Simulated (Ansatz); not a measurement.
**Co$_{3}$Si$_{2}$ (interface cell): density, localisation and related maps**

```
CELL_PARAMETERS angstrom
3.86794 0.00000 0.00000
0.00000 7.73588 0.00000
0.00000 0.00000 15.02318
ATOMIC_POSITIONS crystal
Si 0.00000 0.25090 0.02195
Si 0.00000 0.74897 0.02194
Si 0.00000 0.99993 0.11290
Si 0.00000 0.49994 0.11535
Si 0.50000 0.99993 0.20558
Si 0.50000 0.49994 0.20652
Si 0.50000 0.74934 0.29655
Si 0.50000 0.25053 0.29655
Si 0.00000 0.74822 0.38828
Si 0.00000 0.25166 0.38828
Si 0.00000 0.49993 0.47951
Si 0.00000 0.99995 0.47558
Co 0.00000 0.99989 0.61589
Co 0.00000 0.68075 0.59718
Co 0.00000 0.31903 0.59716
Co 0.50000 0.16585 0.64950
Co 0.50000 0.83394 0.64950
Co 0.50000 0.49989 0.63394
Co 0.00000 0.16671 0.74927
Co 0.00000 0.83308 0.74928
Co 0.00000 0.49989 0.73284
Co 0.50000 0.33756 0.78657
Co 0.50000 0.99990 0.79411
Co 0.50000 0.66222 0.78657
Co 0.00000 0.34257 0.87891
Co 0.00000 0.99990 0.89494
Co 0.00000 0.65720 0.87892
Co 0.50000 0.49989 0.93620
Co 0.50000 0.17809 0.93420
Co 0.50000 0.82170 0.93419
```

Spin-polarised.

Theory: Ansatz 0.2.0, DFT PBE, scalar-relativistic, plane waves, PAW.

In a PAW calculation such maps are meaningful between the atoms, not at the nuclei.

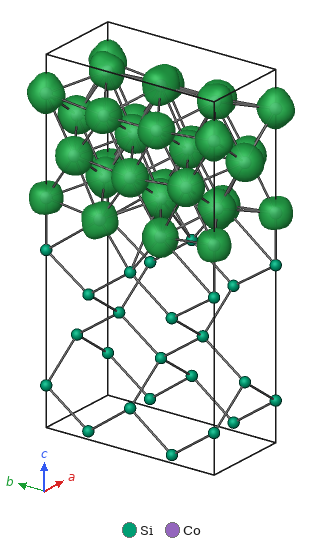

Figure 1. Isosurfaces of the magnetisation density (up minus down) at +0.2 (green) and −0.2 e/Å³ (red), seen at an oblique angle. Sticks mark near contacts.

Where is the spin, and how is it ordered?

Answer. The spin density sits on Co: +1.6 μB (×17) and +1.1 μB in one cell of 30 atoms: parallel moments (a ferromagnetic arrangement) in this solution. The cell of the calculation (30 atoms) carries 27.0 μB of net spin moment. Only one sign reaches the isovalue.

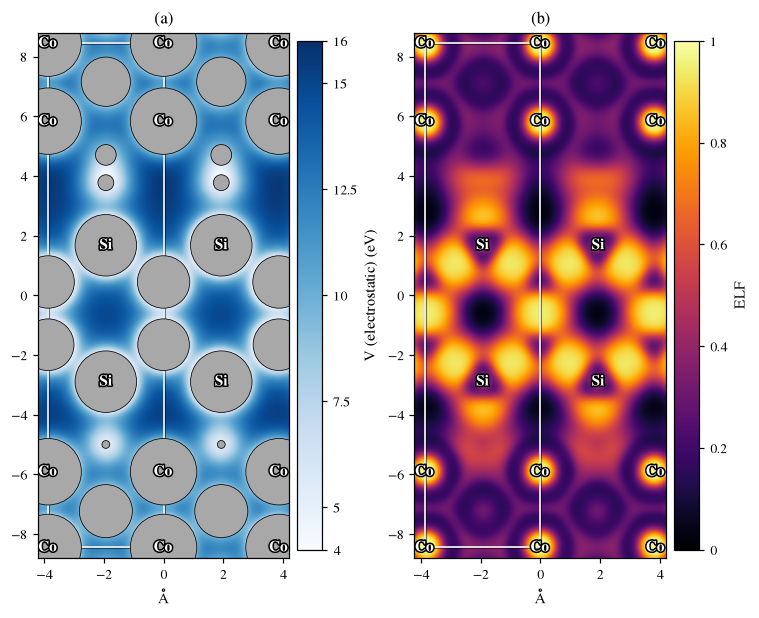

Figure 2. (a) electrostatic potential energy of an electron; (b) ELF on the (011̄) plane of the calculation cell. Grey discs cover the atomic cores in the potential map.

What do the fields say about this system?

Answer.
- The plane passes through Si and Co nuclei.
- Atoms just off the plane (Si, 0.5 Å away and Co, 0.7 Å away) can leave unmarked features too.
- The features right at Co lie inside the PAW spheres, where the map follows smoothed inner orbitals and isn't to be read closely.
- Outside the cores the potential energy rises away from the atoms and is highest about 2.1 Å from the nearest atoms; its zero is arbitrary.

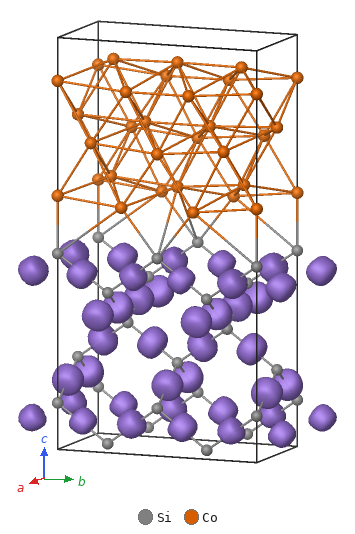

Figure 3. Isosurface of the ELF at 0.85 (purple), seen slightly off an axis. Core shells and regions of very low density are left out. Sticks mark near contacts.

What do the ELF domains correspond to?

Answer. The ELF exceeds this value in 20 regions between bonded Si–Si atoms, counted in one cell of 30 atoms. Any copies at cell faces, edges or corners count once. Profiles from the grid: Co–Si (2.11 Å): the ELF peaks at about 0.80 in the valence shell of Si, 0.8 Å from its nucleus, and is about 0.50 at the midpoint. Si–Si (2.35 Å): the ELF peaks at about 0.95 between the atoms.

Does the calculation give a band gap?

Answer. It is metallic or semimetallic at this level of theory: no gap opens.
